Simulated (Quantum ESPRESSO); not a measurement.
**Fields calculation of Co (part 2 of 2)**

Continued. System: Co (1 atom in the cell). Method: Kohn-Sham DFT of a periodic cell, PBEsol, DFT+U, SSSP 1.3 efficiency PBE, spin-polarised (Quantum ESPRESSO 7.5); cutoff 748.31 eV, 9×9×9 k-mesh, cold smearing of 0.1 eV, collinear spins. The structure derives from a Materials Project entry.

Geometry of the input (Å; fractional positions):
```
-1.4146  1.3929  1.3922
1.4430  -1.3751  1.4028
1.4113  1.3718  -1.3744
Co 0.0000  0.0000  0.0000
```

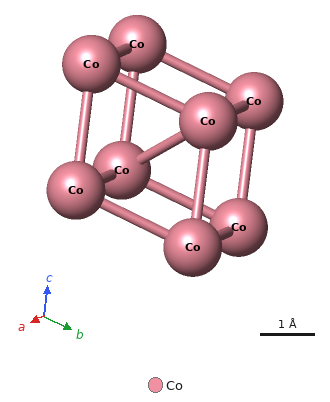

Figure 1. The structure (ball-and-stick view of the cell of the calculation, seen slightly off an axis). An atom can appear more than once, as a periodic image.

## Log, continued
```
     iteration # 10     ecut=    55.00 Ry     beta= 0.30
     Davidson diagonalization with overlap
     ethr =  1.78E-09,  avg # of iterations =  1.1

     total energy              =    -298.05886906 Ry
     estimated scf accuracy    <       0.00000007 Ry

     total magnetization       =     1.92 Bohr mag/cell
     absolute magnetization    =     2.12 Bohr mag/cell

     iteration # 11     ecut=    55.00 Ry     beta= 0.30
     Davidson diagonalization with overlap
     ethr =  4.02E-10,  avg # of iterations =  1.5

     total energy              =    -298.05886910 Ry
     estimated scf accuracy    <       0.00000002 Ry

     total magnetization       =     1.92 Bohr mag/cell
     absolute magnetization    =     2.12 Bohr mag/cell

     iteration # 12     ecut=    55.00 Ry     beta= 0.30
     Davidson diagonalization with overlap
     ethr =  1.01E-10,  avg # of iterations =  1.0

     total energy              =    -298.05886911 Ry
     estimated scf accuracy    <          1.2E-09 Ry

     total magnetization       =     1.92 Bohr mag/cell
     absolute magnetization    =     2.12 Bohr mag/cell

     iteration # 13     ecut=    55.00 Ry     beta= 0.30
     Davidson diagonalization with overlap
     ethr =  7.11E-12,  avg # of iterations =  2.0

     total energy              =    -298.05886912 Ry
     estimated scf accuracy    <          1.7E-09 Ry

     total magnetization       =     1.92 Bohr mag/cell
     absolute magnetization    =     2.12 Bohr mag/cell

     iteration # 14     ecut=    55.00 Ry     beta= 0.30
     Davidson diagonalization with overlap
     ethr =  7.11E-12,  avg # of iterations =  2.0

     Magnetic moment per site  (integrated on atomic sphere of radius R)
     atom   1 (R=0.408)  charge= 15.3757  magn=  2.0123

     End of self-consistent calculation

     =================== HUBBARD OCCUPATIONS ===================
     ------------------------ ATOM    1 ------------------------
     Tr[ns(  1)] (up, down, total) =   4.77803  2.70722  7.48525
     Atomic magnetic moment for atom   1 =   2.07080
     SPIN  1
     eigenvalues:
       0.949  0.950  0.951  0.963  0.965
     eigenvectors (columns):
      -0.029  0.015 -0.015  0.752  0.658
       0.884 -0.465  0.028  0.034  0.012
       0.140  0.323  0.935 -0.007  0.028
      -0.009  0.014  0.024  0.658 -0.752
       0.444  0.824 -0.351 -0.003 -0.004
     occupation matrix ns (before diag.):
       0.964  0.000  0.000 -0.001 -0.000
       0.000  0.949 -0.000  0.000 -0.000
       0.000 -0.000  0.951 -0.000 -0.000
      -0.001  0.000 -0.000  0.964  0.000
      -0.000 -0.000 -0.000  0.000  0.950
     SPIN  2
     eigenvalues:
       0.337  0.357  0.663  0.671  0.679
     eigenvectors (columns):
      -0.652 -0.758 -0.007  0.004  0.007
       0.003 -0.014  0.190 -0.793 -0.578
      -0.012  0.002  0.752  0.497 -0.434
       0.758 -0.652  0.006  0.014  0.002
       0.001  0.001 -0.632  0.352 -0.691
     occupation matrix ns (before diag.):
       0.349 -0.003 -0.002  0.010  0.000
      -0.003  0.674  0.001 -0.004  0.004
      -0.002  0.001  0.668  0.003  0.006
       0.010 -0.004  0.003  0.346 -0.000
       0.000  0.004  0.006 -0.000  0.671

     Number of occupied Hubbard levels =    7.4853

     Number of k-points >= 100: set verbosity='high' to print the bands.

     the Fermi energy is    18.4892 ev

!    total energy              =    -298.05886912 Ry
     estimated scf accuracy    <          5.9E-11 Ry
     smearing contrib. (-TS)   =      -0.00004037 Ry
     internal energy E=F+TS    =    -298.05882875 Ry

     The total energy is F=E-TS. E is the sum of the following terms:
     one-electron contribution =    -156.00063797 Ry
     hartree contribution      =      88.64455053 Ry
     xc contribution           =     -32.34680478 Ry
     ewald contribution        =    -198.45347138 Ry
     Hubbard energy            =       0.09753485 Ry

     total magnetization       =     1.92 Bohr mag/cell
     absolute magnetization    =     2.12 Bohr mag/cell

     convergence has been achieved in  14 iterations

     Forces acting on atoms (cartesian axes, Ry/au):

     atom    1 type  1   force =     0.00000000    0.00000000    0.00000000

     Total force =     0.000000     Total SCF correction =     0.000000

     Computing stress (Cartesian axis) and pressure

          total   stress  (Ry/bohr**3)                   (kbar)     P=      -35.03
  -0.00035491   0.00003778  -0.00023154          -52.21        5.56      -34.06
   0.00003778  -0.00013884  -0.00014697            5.56      -20.42      -21.62
  -0.00023154  -0.00014697  -0.00022065          -34.06      -21.62      -32.46

=------------------------------------------------------------------------------=
   JOB DONE.
=------------------------------------------------------------------------------=
```

## File pp_density.out
```
This program is part of the open-source Quantum ESPRESSO suite
     for quantum simulation of materials; please cite
         "P. Giannozzi et al., J. Phys.:Condens. Matter 21 395502 (2009);
         "P. Giannozzi et al., J. Phys.:Condens. Matter 29 465901 (2017);
         "P. Giannozzi et al., J. Chem. Phys. 152 154105 (2020);
          URL
     in publications or presentations arising from this work. More details at

     ./tmp/pwscf.save/

     IMPORTANT: XC functional enforced from input :
     Exchange-correlation= PBESOL
                           (   1   4  10   8   0   0   0)
     Any further DFT definition will be discarded
     Please, verify this is what you really want

     G-vector sticks info
     --------------------
     sticks:   dense  smooth     PW     G-vecs:    dense   smooth      PW
     Sum         701     345    129                11601     4103     975

     Using Slab Decomposition

     Check: negative core charge=   -0.000037

     Calling punch_plot, plot_num =   0
     Writing data to file  density.dat
     Reading data from file  density.dat

     Writing data to be plotted to file density.cube
     Plot Type: 3D                     Output format: Gaussian cube

=------------------------------------------------------------------------------=
   JOB DONE.
=------------------------------------------------------------------------------=
```

## File pp_potential.out
```
This program is part of the open-source Quantum ESPRESSO suite
     for quantum simulation of materials; please cite
         "P. Giannozzi et al., J. Phys.:Condens. Matter 21 395502 (2009);
         "P. Giannozzi et al., J. Phys.:Condens. Matter 29 465901 (2017);
         "P. Giannozzi et al., J. Chem. Phys. 152 154105 (2020);
          URL
     in publications or presentations arising from this work. More details at

     ./tmp/pwscf.save/

     IMPORTANT: XC functional enforced from input :
     Exchange-correlation= PBESOL
                           (   1   4  10   8   0   0   0)
     Any further DFT definition will be discarded
     Please, verify this is what you really want

     G-vector sticks info
     --------------------
     sticks:   dense  smooth     PW     G-vecs:    dense   smooth      PW
     Sum         701     345    129                11601     4103     975

     Using Slab Decomposition

     Check: negative core charge=   -0.000037

     Calling punch_plot, plot_num =  11
     Writing data to file  potential.dat
     Reading data from file  potential.dat

     Writing data to be plotted to file potential.cube
     Plot Type: 3D                     Output format: Gaussian cube

=------------------------------------------------------------------------------=
   JOB DONE.
=------------------------------------------------------------------------------=
```

## File pp_spin.out
```
This program is part of the open-source Quantum ESPRESSO suite
     for quantum simulation of materials; please cite
         "P. Giannozzi et al., J. Phys.:Condens. Matter 21 395502 (2009);
         "P. Giannozzi et al., J. Phys.:Condens. Matter 29 465901 (2017);
         "P. Giannozzi et al., J. Chem. Phys. 152 154105 (2020);
          URL
     in publications or presentations arising from this work. More details at

     ./tmp/pwscf.save/

     IMPORTANT: XC functional enforced from input :
     Exchange-correlation= PBESOL
                           (   1   4  10   8   0   0   0)
     Any further DFT definition will be discarded
     Please, verify this is what you really want

     G-vector sticks info
     --------------------
     sticks:   dense  smooth     PW     G-vecs:    dense   smooth      PW
     Sum         701     345    129                11601     4103     975

     Using Slab Decomposition

     Check: negative core charge=   -0.000037

     Calling punch_plot, plot_num =   6
     Writing data to file  spin.dat
     Reading data from file  spin.dat

     Writing data to be plotted to file spin.cube
     Plot Type: 3D                     Output format: Gaussian cube

=------------------------------------------------------------------------------=
   JOB DONE.
=------------------------------------------------------------------------------=
```

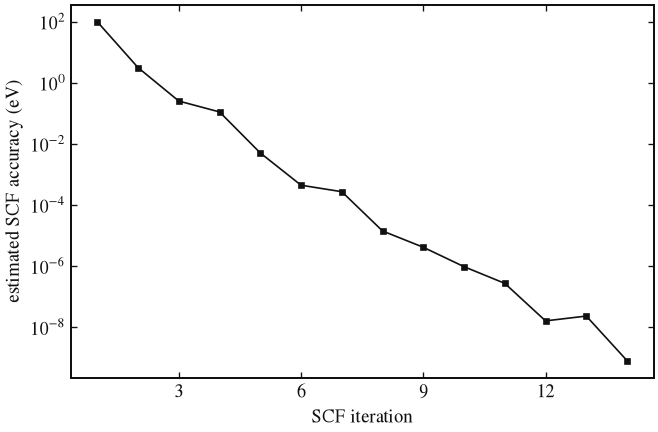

Figure 2. Convergence of the self-consistent field: estimated SCF accuracy against the iteration. The field takes 14 iterations in all.

## Summary

```json
{"quantity": "outcome", "value": "converged"}
{"quantity": "space group (tolerance 0.01 Å)", "value": "P-1 (2)"}
{"quantity": "electrons treated", "value": "17"}
{"quantity": "free energy", "value": "−4055.2975 eV"}
{"quantity": "Fermi energy", "value": "18.489 eV"}
{"quantity": "gap on the k-point mesh", "value": "none (metallic)"}
{"quantity": "net moment of the cell", "value": "1.92 μB"}
{"quantity": "integrated absolute moment", "value": "2.12 μB"}
{"quantity": "pressure", "value": "−3.50 GPa"}
{"quantity": "largest force (length of the vector)", "value": "under 0.001 eV/Å"}
{"quantity": "wall time", "value": "1.8 min"}
{"quantity": "peak memory", "value": "0.2 GiB"}
```

## Remarks

Further notes kept with the run: potentials made for another functional. Points of doubt noted for this run: coarse mesh; potentials made for another functional.
